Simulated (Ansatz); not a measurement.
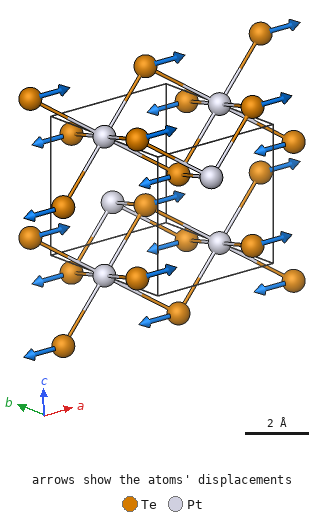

One vibrational mode of solid Te₂Pt (a generated structure) at the zone centre. The blue arrows give the relative displacements of the atoms. A ball-and-stick model of the conventional cell, seen from a free direction. Lengths and directions refer to the drawn axes.

Computed with Ansatz, DFT PBE, scalar-relativistic, plane waves, PAW. (plane-wave cutoff 420 eV; k-point mesh 10 × 10 × 6; occupations gaussian; smearing width 0.01 eV; no spin polarisation)

Give the symmetry, activity and frequency of this mode.

This is the E_g mode (doubly degenerate; one member of the set is drawn) at 112 cm⁻¹, the lowest optical level, Raman-active by symmetry. The Pt atoms stay at rest; all motion is along a; atoms of one kind move against one another, with no net shift of their sublattice; it stretches the shortest Pt–Te bonds (2.73 Å).

Limits of the set-up: layers or molecules are held without a dispersion correction, so their spacing is unreliable.
